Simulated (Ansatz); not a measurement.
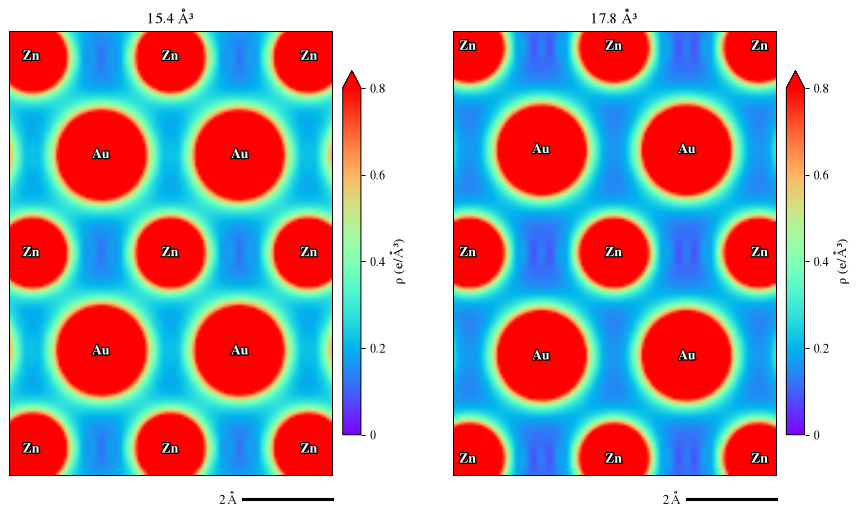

ZnAu. The valence charge density (pseudo) of cells scaled evenly to different volumes (given per atom above each panel), on the (110) plane of each (indices in the axes of the cell below), at one length scale and on one colour scale.

Computed without spin polarisation.

Theory: DFT PBE, scalar-relativistic, plane waves, PAW in Ansatz 0.2.0.

Core electrons are frozen (PAW), and the valence fields are smoothed inside the atomic spheres.

The largest cell:

```
CELL_PARAMETERS angstrom
3.29220 0.00000 0.00000
0.00000 3.29220 0.00000
0.00000 0.00000 3.29220
ATOMIC_POSITIONS crystal
Zn 0.50000 0.50000 0.50000
Au 0.00000 0.00000 0.00000
```

| volume (Å³/atom) | Zn–Au contact in the plane (Å) | ρ at its midpoint (e/Å³) | pressure (GPa) | 
| --- | --- | --- | --- |
| 15.37 | 2.713 | 0.301 | 6.8 | 
| 17.24 | 2.819 | ? | ? | 
| 17.84 | 2.851 | 0.236 | −8.6 | 

What values belong in the row with question marks?

Answer. Over the known rows ln ρ falls by 1.76 per Å of Zn–Au distance (the line through the two), which gives 0.250 e/Å³ at 2.819 Å; the calculation gives 0.250 e/Å³. For the pressure, a straight line in volume between the neighbouring rows gives −4.9 GPa; the calculation gives −6.2, lower because pressure rises ever faster on compression.
